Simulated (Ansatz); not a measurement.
Run report: TiO2, geometry relaxation (part 2 of 3)

The same run, continued: TiO2 (24 atoms in the cell); DFT, PBE, plane-wave PAW, default files, scalar-relativistic, no spin polarisation (Ansatz 0.2.0); cutoff 420 eV, 5×3×4 k-mesh, Fermi–Dirac smearing of 0.02 eV. The structure derives from an entry of the Crystallography Open Database. It belongs to a series of runs on one base structure; here: ions relaxed at fixed cell.

Geometry of the input (Å; fractional positions):
```
5.1450  0.0000  0.0000
0.0000  9.1850  0.0000
0.0000  0.0000  5.4470
Ti 0.1270  0.1270  0.8870
Ti 0.6270  0.3730  0.1130
Ti 0.8730  0.6270  0.6130
Ti 0.3730  0.8730  0.3870
Ti 0.8730  0.8730  0.1130
Ti 0.3730  0.6270  0.8870
Ti 0.1270  0.3730  0.3870
Ti 0.6270  0.1270  0.6130
O  0.4650  0.2300  0.8950
O  0.9650  0.2700  0.1050
O  0.5350  0.7300  0.6050
O  0.0350  0.7700  0.3950
O  0.5350  0.7700  0.1050
O  0.0350  0.7300  0.8950
O  0.4650  0.2700  0.3950
O  0.9650  0.2300  0.6050
O  0.8200  0.0100  0.8450
O  0.3200  0.4900  0.1550
O  0.1800  0.5100  0.6550
O  0.6800  0.9900  0.3450
O  0.1800  0.9900  0.1550
O  0.6800  0.5100  0.8450
O  0.8200  0.4900  0.3450
O  0.3200  0.0100  0.6550
```

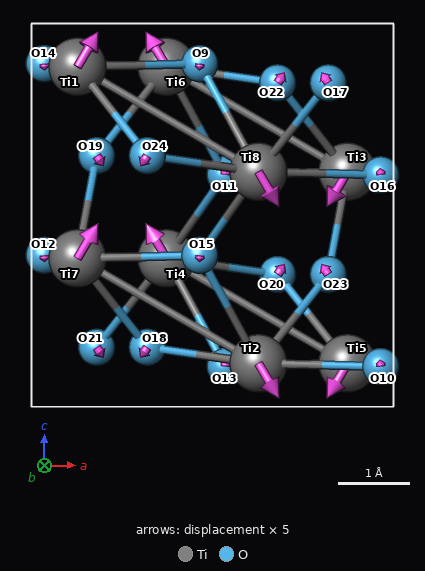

**Figure 1.** The starting structure with the displacements as pink arrows, magnified 5 times (ball-and-stick view of the cell of the calculation, along the b axis). The largest moves, 0.12 Å, are those of 8 atoms (Ti1, Ti2, Ti3, Ti4 and others). Largest moves by element: Ti 0.12 Å, O 0.04 Å. The cell stays as it was. Among the contacts that change: Ti1–Ti8 2.974 → 3.081 Å, Ti1–O21 1.946 → 1.855 Å, Ti1–O17 1.924 → 2.011 Å, Ti1–O16 1.987 → 2.068 Å. Among the angles that change: Ti1–O16–Ti7 127.6° → 123.4°, Ti1–O16–Ti8 97.1° → 101.2°, Ti1–O21–Ti4 157.1° → 159.3°. The space group stays Pbca (No. 61). The energy falls by 0.338 eV per cell of the calculation in 5 geometry steps. Largest force component: 0.68 eV/Å at the start, 0.016 eV/Å at the end. (Atoms are counted from 1 in the order of the input.)

```
NSCF: frozen V_eff on 18 k-points
the band table was solved once a step of the walk had ended and its energy, with any forces and stress, was formed, with the checks that follow a solve (9986 applications of the Hamiltonian). They found nothing against the state; the energy, forces and stress were not computed again (output.eigenvalues in the input reference)
SCF converged after 3 iterations
Free energy (F): -29109.555672 eV
Harris-Foulkes:  -29109.555672 eV  (|F-HF|=1.31e-8)
Internal energy: -29109.555672 eV  (E = F + TS)
E sigma→0 (E₀):  -29109.555672 eV
Fermi energy:    9.468216 eV
--- Per-component energies (eV) ---
  E_band       = -1653.191555
  E_kinetic    = 4990.965138
  E_local      = -12993.037945  (includes V_loc(G=0)·N_el)
  E_nonlocal   = 787.211041
  E_hartree    = 4981.545030
  E_xc         = -1971.336059
  E_vxc        = -2496.643546  (∫ρ·V_xc dr)
  E_paw        = -10889.172391  (= ΣΔE_a)
  E_vpaw       = -1904.814197  (= ΣTr[D̂ρ^β])
  E_aug_tail   = 0.040375  (compensation charges beyond the density's cutoff)
  E_ewald      = -14015.770860
  E_smearing   = -0.000000  (= −TS)
  E_closure    = -0.000000  (closes the sum)
  Σ components = -29109.555672   (vs F -29109.555672, Δ=0.00e0)
--- Forces (eV/Å), atoms counted from 1 ---
  atom   1  Ti     0.01065273     0.01001658    -0.00635989
  atom   2  Ti     0.01065273    -0.01001658     0.00635989
  atom   3  Ti    -0.01065273     0.01001658     0.00635989
  atom   4  Ti    -0.01065273    -0.01001658    -0.00635989
  atom   5  Ti    -0.01065273    -0.01001658     0.00635989
  atom   6  Ti    -0.01065273     0.01001658    -0.00635989
  atom   7  Ti     0.01065273    -0.01001658    -0.00635989
  atom   8  Ti     0.01065273     0.01001658     0.00635989
  atom   9  O     -0.00738856     0.01044463    -0.00119936
  atom  10  O     -0.00738856    -0.01044463     0.00119936
  atom  11  O      0.00738856     0.01044463     0.00119936
  atom  12  O      0.00738856    -0.01044463    -0.00119936
  atom  13  O      0.00738856    -0.01044463     0.00119936
  atom  14  O      0.00738856     0.01044463    -0.00119936
  atom  15  O     -0.00738856    -0.01044463    -0.00119936
  atom  16  O     -0.00738856     0.01044463     0.00119936
  atom  17  O     -0.01001088    -0.01568599    -0.00408506
  atom  18  O     -0.01001088     0.01568599     0.00408506
  atom  19  O      0.01001088    -0.01568599     0.00408506
  atom  20  O      0.01001088     0.01568599    -0.00408506
  atom  21  O      0.01001088     0.01568599     0.00408506
  atom  22  O      0.01001088    -0.01568599    -0.00408506
  atom  23  O     -0.01001088     0.01568599    -0.00408506
  atom  24  O     -0.01001088    -0.01568599     0.00408506
  max |Σ_I F_I| component: 6.94e-18 eV/Å
--- Stress (GPa, compression-positive) ---
        4.336258      -0.000000       0.000000
       -0.000000       4.888809      -0.000000
        0.000000      -0.000000       5.075803
  P = ⅓ Tr σ = 4.7670 GPa (47.670 kbar)
--- PAW observables at the nuclei: V_zz in 10²¹ V/m², potentials from the cell's mean, atoms counted from 1 ---
  atom   1  Ti V_zz =    +1.961687   η = 0.8527   by run symmetry: allowed   C_q = +11.7160 MHz
            electrostatic potential = -2526.693617 V   contact ρ = 56792.228943 e/Å³
  atom   2  Ti V_zz =    +1.961687   η = 0.8527   by run symmetry: allowed   C_q = +11.7160 MHz
            electrostatic potential = -2526.693617 V   contact ρ = 56792.228943 e/Å³
  atom   3  Ti V_zz =    +1.961687   η = 0.8527   by run symmetry: allowed   C_q = +11.7160 MHz
            electrostatic potential = -2526.693617 V   contact ρ = 56792.228943 e/Å³
  atom   4  Ti V_zz =    +1.961687   η = 0.8527   by run symmetry: allowed   C_q = +11.7160 MHz
            electrostatic potential = -2526.693617 V   contact ρ = 56792.228943 e/Å³
  atom   5  Ti V_zz =    +1.961687   η = 0.8527   by run symmetry: allowed   C_q = +11.7160 MHz
            electrostatic potential = -2526.693617 V   contact ρ = 56792.228943 e/Å³
  atom   6  Ti V_zz =    +1.961687   η = 0.8527   by run symmetry: allowed   C_q = +11.7160 MHz
            electrostatic potential = -2526.693617 V   contact ρ = 56792.228943 e/Å³
  atom   7  Ti V_zz =    +1.961687   η = 0.8527   by run symmetry: allowed   C_q = +11.7160 MHz
            electrostatic potential = -2526.693617 V   contact ρ = 56792.228943 e/Å³
  atom   8  Ti V_zz =    +1.961687   η = 0.8527   by run symmetry: allowed   C_q = +11.7160 MHz
            electrostatic potential = -2526.693617 V   contact ρ = 56792.228943 e/Å³
  atom   9  O  V_zz =    -2.393841   η = 0.8357   by run symmetry: allowed   C_q = +1.4806 MHz
            electrostatic potential = -624.246146 V   contact ρ = 2157.389133 e/Å³
  atom  10  O  V_zz =    -2.393841   η = 0.8357   by run symmetry: allowed   C_q = +1.4806 MHz
            electrostatic potential = -624.246146 V   contact ρ = 2157.389133 e/Å³
  atom  11  O  V_zz =    -2.393841   η = 0.8357   by run symmetry: allowed   C_q = +1.4806 MHz
            electrostatic potential = -624.246146 V   contact ρ = 2157.389133 e/Å³
  atom  12  O  V_zz =    -2.393841   η = 0.8357   by run symmetry: allowed   C_q = +1.4806 MHz
            electrostatic potential = -624.246146 V   contact ρ = 2157.389133 e/Å³
  atom  13  O  V_zz =    -2.393841   η = 0.8357   by run symmetry: allowed   C_q = +1.4806 MHz
            electrostatic potential = -624.246146 V   contact ρ = 2157.389133 e/Å³
  atom  14  O  V_zz =    -2.393841   η = 0.8357   by run symmetry: allowed   C_q = +1.4806 MHz
            electrostatic potential = -624.246146 V   contact ρ = 2157.389133 e/Å³
  atom  15  O  V_zz =    -2.393841   η = 0.8357   by run symmetry: allowed   C_q = +1.4806 MHz
            electrostatic potential = -624.246146 V   contact ρ = 2157.389133 e/Å³
  atom  16  O  V_zz =    -2.393841   η = 0.8357   by run symmetry: allowed   C_q = +1.4806 MHz
            electrostatic potential = -624.246146 V   contact ρ = 2157.389133 e/Å³
  atom  17  O  V_zz =    +1.994635   η = 0.8647   by run symmetry: allowed   C_q = -1.2337 MHz
            electrostatic potential = -624.248714 V   contact ρ = 2157.635833 e/Å³
  atom  18  O  V_zz =    +1.994635   η = 0.8647   by run symmetry: allowed   C_q = -1.2337 MHz
            electrostatic potential = -624.248714 V   contact ρ = 2157.635833 e/Å³
  atom  19  O  V_zz =    +1.994635   η = 0.8647   by run symmetry: allowed   C_q = -1.2337 MHz
            electrostatic potential = -624.248714 V   contact ρ = 2157.635833 e/Å³
  atom  20  O  V_zz =    +1.994635   η = 0.8647   by run symmetry: allowed   C_q = -1.2337 MHz
            electrostatic potential = -624.248714 V   contact ρ = 2157.635833 e/Å³
  atom  21  O  V_zz =    +1.994635   η = 0.8647   by run symmetry: allowed   C_q = -1.2337 MHz
            electrostatic potential = -624.248714 V   contact ρ = 2157.635833 e/Å³
  atom  22  O  V_zz =    +1.994635   η = 0.8647   by run symmetry: allowed   C_q = -1.2337 MHz
            electrostatic potential = -624.248714 V   contact ρ = 2157.635833 e/Å³
  atom  23  O  V_zz =    +1.994635   η = 0.8647   by run symmetry: allowed   C_q = -1.2337 MHz
            electrostatic potential = -624.248714 V   contact ρ = 2157.635833 e/Å³
  atom  24  O  V_zz =    +1.994635   η = 0.8647   by run symmetry: allowed   C_q = -1.2337 MHz
            electrostatic potential = -624.248714 V   contact ρ = 2157.635833 e/Å³
--- Band table (eV; the first three rows and the last of 18) ---
  k-point 0: bands = ["-48.1195", "-48.1097", "-48.0959", "-48.0876", "-48.0875", "-48.0862", "-48.0680", "-48.0680", "-24.5845", "-24.5518", "-24.5432", "-24.5416", "-24.5238", "-24.4640", "-24.4639", "-24.4172", "-24.3979", "-24.3767", "-24.3750", "-24.3680", "-24.3553", "-24.3463", "-24.3432", "-24.3081", "-24.2945", "-24.2898", "-24.2844", "-24.2587", "-24.2582", "-24.2511", "-24.2508", "-24.2427", "-9.5050", "-8.7918", "-8.7817", "-8.4513", "-8.2244", "-8.1594", "-8.1565", "-8.1399", "-8.0572", "-8.0444", "-7.9693", "-7.9670", "-7.9633", "-7.8784", "-7.7731", "-7.6895", "3.4391", "3.4400", "3.7786", "3.8021", "3.9306", "3.9322", "4.0286", "4.0856", "4.0919", "4.3484", "4.3564", "4.3648", "4.4516", "4.4839", "4.5104", "4.7747", "4.8615", "4.8792", "4.9828", "5.0092", "5.2514", "5.2530", "5.6476", "5.6621", "5.7539", "5.9369", "5.9723", "6.1524", "6.2043", "6.2177", "6.2878", "6.5376", "6.6572", "6.8223", "6.8842", "7.0434", "7.0803", "7.3043", "7.5125", "7.5198", "7.5554", "7.5770", "7.6534", "7.7107", "7.8082", "8.0552", "8.1106", "8.2824", "10.6609", "11.0227", "11.1810", "11.1875", "11.2377", "11.2586", "11.3616", "11.4341", "11.4963", "11.6024", "11.6184", "11.6921", "11.9612", "11.9844", "11.9859", "11.9960", "12.0892", "12.2325", "12.2917", "12.3364", "12.3718", "12.4206", "12.9728", "13.0025"]
  k-point 1: bands = ["-48.1165", "-48.1086", "-48.1001", "-48.0977", "-48.0824", "-48.0780", "-48.0700", "-48.0689", "-24.5811", "-24.5583", "-24.5463", "-24.5448", "-24.5100", "-24.4565", "-24.4450", "-24.4436", "-24.3904", "-24.3885", "-24.3787", "-24.3686", "-24.3615", "-24.3464", "-24.3447", "-24.3094", "-24.2950", "-24.2882", "-24.2809", "-24.2694", "-24.2504", "-24.2458", "-24.2453", "-24.2431", "-9.3512", "-8.8215", "-8.8166", "-8.4645", "-8.3631", "-8.2566", "-8.2044", "-8.0856", "-8.0201", "-8.0054", "-7.9744", "-7.9348", "-7.8971", "-7.8278", "-7.8240", "-7.7326", "3.5729", "3.6204", "3.6240", "3.7906", "3.8253", "3.8415", "3.9396", "4.2372", "4.2851", "4.2979", "4.3636", "4.4087", "4.4655", "4.6221", "4.7434", "4.7936", "4.8798", "5.0180", "5.0787", "5.1150", "5.2770", "5.4588", "5.4829", "5.6142", "5.6532", "5.7193", "5.9797", "6.0144", "6.1957", "6.4509", "6.5139", "6.5905", "6.6048", "6.8583", "6.8914", "7.0226", "7.1849", "7.2071", "7.2236", "7.2346", "7.2807", "7.4030", "7.4130", "7.7132", "7.7366", "7.8437", "7.9366", "8.0811", "11.0132", "11.0645", "11.2030", "11.2287", "11.2695", "11.3217", "11.3250", "11.4581", "11.4932", "11.6126", "11.6310", "11.6827", "11.7773", "11.8956", "12.0522", "12.1243", "12.1902", "12.2624", "12.3812", "12.4170", "12.4226", "12.5950", "12.6246", "12.9188"]
  k-point 2: bands = ["-48.1085", "-48.1085", "-48.1052", "-48.1052", "-48.0753", "-48.0753", "-48.0721", "-48.0721", "-24.5691", "-24.5691", "-24.5533", "-24.5533", "-24.4587", "-24.4587", "-24.4536", "-24.4536", "-24.4012", "-24.4012", "-24.3777", "-24.3777", "-24.3428", "-24.3428", "-24.3419", "-24.3419", "-24.2814", "-24.2814", "-24.2804", "-24.2804", "-24.2465", "-24.2465", "-24.2397", "-24.2397", "-8.9488", "-8.9488", "-8.8481", "-8.8481", "-8.2705", "-8.2705", "-8.1600", "-8.1600", "-7.9606", "-7.9606", "-7.9574", "-7.9574", "-7.8357", "-7.8357", "-7.8224", "-7.8224", "3.6280", "3.6280", "3.6789", "3.6789", "3.9499", "3.9499", "4.0507", "4.0507", "4.3587", "4.3587", "4.4041", "4.4041", "4.5583", "4.5583", "4.7005", "4.7005", "5.1019", "5.1019", "5.1286", "5.1286", "5.7061", "5.7061", "5.7103", "5.7103", "5.8038", "5.8038", "5.9759", "5.9759", "6.0805", "6.0805", "6.2494", "6.2494", "6.5464", "6.5464", "6.8968", "6.8968", "7.0746", "7.0746", "7.2882", "7.2882", "7.4022", "7.4022", "7.5456", "7.5456", "7.6355", "7.6355", "7.6855", "7.6855", "11.0840", "11.0840", "11.2841", "11.2841", "11.3355", "11.3355", "11.4031", "11.4031", "11.5519", "11.5519", "11.7039", "11.7039", "11.8244", "11.8244", "12.0883", "12.0883", "12.2109", "12.2109", "12.4759", "12.4759", "12.6598", "12.6598", "12.6761", "12.6761"]
  k-point 17: bands = ["-48.1021", "-48.1021", "-48.1013", "-48.1013", "-48.0792", "-48.0792", "-48.0785", "-48.0785", "-24.5638", "-24.5638", "-24.5531", "-24.5531", "-24.4927", "-24.4927", "-24.4757", "-24.4757", "-24.3804", "-24.3804", "-24.3755", "-24.3755", "-24.3167", "-24.3167", "-24.3083", "-24.3083", "-24.2881", "-24.2881", "-24.2852", "-24.2852", "-24.2560", "-24.2560", "-24.2533", "-24.2533", "-8.7251", "-8.7251", "-8.6771", "-8.6771", "-8.2929", "-8.2929", "-8.2375", "-8.2375", "-8.0844", "-8.0844", "-8.0451", "-8.0451", "-7.8946", "-7.8946", "-7.8796", "-7.8796", "3.6789", "3.6789", "3.7795", "3.7795", "3.8811", "3.8811", "4.0107", "4.0107", "4.4106", "4.4106", "4.4653", "4.4653", "4.5849", "4.5849", "4.6931", "4.6931", "5.1046", "5.1046", "5.2850", "5.2850", "5.4954", "5.4954", "5.5661", "5.5661", "5.8502", "5.8502", "6.0220", "6.0220", "6.3267", "6.3267", "6.4221", "6.4221", "6.6596", "6.6596", "6.7337", "6.7337", "6.9467", "6.9467", "6.9981", "6.9981", "7.2512", "7.2512", "7.3355", "7.3355", "7.6680", "7.6680", "7.7751", "7.7751", "11.2066", "11.2066", "11.2736", "11.2736", "11.3465", "11.3465", "11.4170", "11.4170", "11.6373", "11.6373", "11.7048", "11.7048", "11.9856", "11.9856", "12.0520", "12.0520", "12.3801", "12.3801", "12.4438", "12.4438", "12.5068", "12.5068", "12.5527", "12.5527"]
--- Relaxed structure (6 steps of the walk, 6 accepted, 0 SCFs on fresh bases) ---
  F+E_penalty+E_count = -29109.55567159 eV   max|allowed force component| = 1.569e-2 eV/Å
  atoms:
    - { symbol: Ti, position: [0.13860263013953594, 0.12898627789740486, 0.905581760236119] }
    - { symbol: Ti, position: [0.638602630139536, 0.37101372210259514, 0.0944182397638811] }
    - { symbol: Ti, position: [0.8613973698604642, 0.628986277897405, 0.5944182397638811] }
    - { symbol: Ti, position: [0.36139736986046417, 0.8710137221025954, 0.405581760236119] }
    - { symbol: Ti, position: [0.8613973698604642, 0.8710137221025954, 0.0944182397638811] }
    - { symbol: Ti, position: [0.36139736986046417, 0.628986277897405, 0.905581760236119] }
    - { symbol: Ti, position: [0.13860263013953594, 0.37101372210259514, 0.405581760236119] }
    - { symbol: Ti, position: [0.638602630139536, 0.12898627789740486, 0.5944182397638811] }
    - { symbol: O, position: [0.4646030524115672, 0.22989525256479224, 0.8912453653608565] }
    - { symbol: O, position: [0.9646030524115671, 0.2701047474352078, 0.10875463463914357] }
    - { symbol: O, position: [0.5353969475884329, 0.7298952525647922, 0.6087546346391435] }
    - { symbol: O, position: [0.03539694758843297, 0.7701047474352078, 0.39124536536085663] }
    - { symbol: O, position: [0.5353969475884329, 0.7701047474352078, 0.10875463463914357] }
    - { symbol: O, position: [0.03539694758843297, 0.7298952525647922, 0.8912453653608565] }
    - { symbol: O, position: [0.4646030524115672, 0.2701047474352078, 0.39124536536085663] }
    - { symbol: O, position: [0.9646030524115671, 0.22989525256479224, 0.6087546346391435] }
    - { symbol: O, position: [0.816048973630123, 0.009770990130034485, 0.8506360971926865] }
    - { symbol: O, position: [0.31604897363012285, 0.4902290098699655, 0.14936390280731357] }
    - { symbol: O, position: [0.18395102636987717, 0.5097709901300347, 0.6493639028073137] }
    - { symbol: O, position: [0.6839510263698773, 0.9902290098699654, 0.35063609719268646] }
    - { symbol: O, position: [0.18395102636987717, 0.9902290098699654, 0.14936390280731357] }
    - { symbol: O, position: [0.6839510263698773, 0.5097709901300347, 0.8506360971926865] }
    - { symbol: O, position: [0.816048973630123, 0.4902290098699655, 0.35063609719268646] }
    - { symbol: O, position: [0.31604897363012285, 0.009770990130034485, 0.6493639028073137] }
--- Löwdin populations: 24 sites ---
  site symbol       q [e]
     0     Ti     10.6517
     1     Ti     10.6517
     2     Ti     10.6517
     3     Ti     10.6517
     4     Ti     10.6517
     5     Ti     10.6517
     6     Ti     10.6517
     7     Ti     10.6517
     8      O      6.6582
     9      O      6.6582
    10      O      6.6582
    11      O      6.6582
    12      O      6.6582
    13      O      6.6582
    14      O      6.6582
    15      O      6.6582
    16      O      6.6119
    17      O      6.6119
    18      O      6.6119
    19      O      6.6119
    20      O      6.6119
    21      O      6.6119
    22      O      6.6119
    23      O      6.6119
  spilling = 0.003262 (of n_electrons = 192.000000)
```

### File populations.tsv
```
# site	symbol	l	j	q
# orbitals = lowdin
# n_electrons = 192.000000
# spilling = 0.003262
0	Ti	0_3S	-	1.928199
0	Ti	0_4S	-	0.439508
0	Ti	1_3P	-	5.985812
0	Ti	2_3D	-	2.298138
1	Ti	0_3S	-	1.928199
1	Ti	0_4S	-	0.439508
1	Ti	1_3P	-	5.985812
1	Ti	2_3D	-	2.298138
2	Ti	0_3S	-	1.928199
2	Ti	0_4S	-	0.439508
2	Ti	1_3P	-	5.985812
2	Ti	2_3D	-	2.298138
3	Ti	0_3S	-	1.928199
3	Ti	0_4S	-	0.439508
3	Ti	1_3P	-	5.985812
3	Ti	2_3D	-	2.298138
4	Ti	0_3S	-	1.928199
4	Ti	0_4S	-	0.439508
4	Ti	1_3P	-	5.985812
4	Ti	2_3D	-	2.298138
5	Ti	0_3S	-	1.928199
5	Ti	0_4S	-	0.439508
5	Ti	1_3P	-	5.985812
5	Ti	2_3D	-	2.298138
6	Ti	0_3S	-	1.928199
6	Ti	0_4S	-	0.439508
6	Ti	1_3P	-	5.985812
6	Ti	2_3D	-	2.298138
7	Ti	0_3S	-	1.928199
7	Ti	0_4S	-	0.439508
7	Ti	1_3P	-	5.985812
7	Ti	2_3D	-	2.298138
8	O	0_2S	-	1.755766
8	O	1_2P	-	4.902429
9	O	0_2S	-	1.755766
9	O	1_2P	-	4.902429
10	O	0_2S	-	1.755766
10	O	1_2P	-	4.902429
11	O	0_2S	-	1.755766
11	O	1_2P	-	4.902429
12	O	0_2S	-	1.755766
12	O	1_2P	-	4.902429
13	O	0_2S	-	1.755766
13	O	1_2P	-	4.902429
14	O	0_2S	-	1.755766
14	O	1_2P	-	4.902429
15	O	0_2S	-	1.755766
15	O	1_2P	-	4.902429
16	O	0_2S	-	1.753151
16	O	1_2P	-	4.858709
17	O	0_2S	-	1.753151
17	O	1_2P	-	4.858709
18	O	0_2S	-	1.753151
18	O	1_2P	-	4.858709
19	O	0_2S	-	1.753151
19	O	1_2P	-	4.858709
20	O	0_2S	-	1.753151
20	O	1_2P	-	4.858709
21	O	0_2S	-	1.753151
21	O	1_2P	-	4.858709
22	O	0_2S	-	1.753151
22	O	1_2P	-	4.858709
23	O	0_2S	-	1.753151
23	O	1_2P	-	4.858709
```
